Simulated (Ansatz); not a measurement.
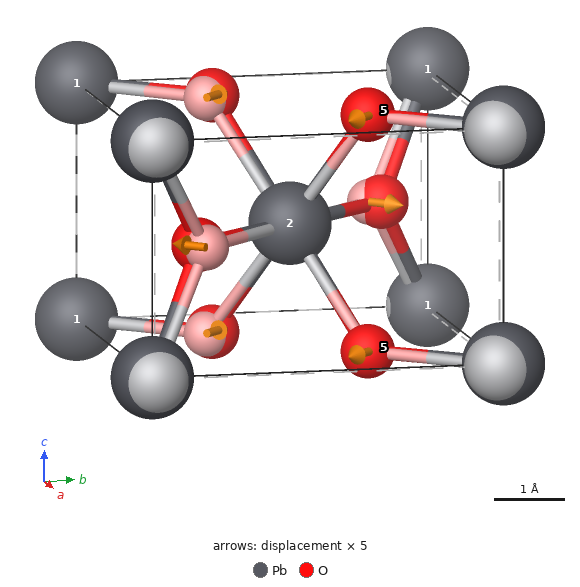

Crystalline PbO2 (set up in P4_2/mnm), drawn pale, and a changed version of it, drawn solid. The orange arrows show how the atoms are displaced (without the part that the change of the cell carries along), magnified 5 times. The picture is a ball-and-stick view of the cell of the calculation, seen slightly off an axis.

Computed with DFT PBE, scalar-relativistic, plane waves, PAW in Ansatz. (plane-wave cutoff 420 eV; k-point mesh 8 × 8 × 10; occupations gaussian; smearing width 0.1 eV; no spin polarisation)

### Describe the change and its computed effect.

Uniaxial strain along a, −3.0 %, is applied. The b and c axes and the atoms are relaxed. Energy change: +1.5 meV per atom. The pressure goes from 0.0 to 0.5 GPa. The principal stresses (compression positive) are 1.4 GPa along a and none across it. The metal becomes gapped: the gap on the k-mesh opens to 0.17 eV. Cell: a 5.081 → 4.929 Å (−3.0 %), b 5.081 → 5.175 Å (+1.8 %), c 3.443 → 3.453 Å (+0.3 %). Volume −0.9 %. The largest moves relative to the cell, 0.12 Å, are those of O atoms. Pb stays in place. Near-neighbour distances before and after: O–Pb 2.209 → 2.205 to 2.208 Å. The space group (tolerance 0.01 Å) goes from P4_2/mnm (No. 136) to Pnnm (No. 58).
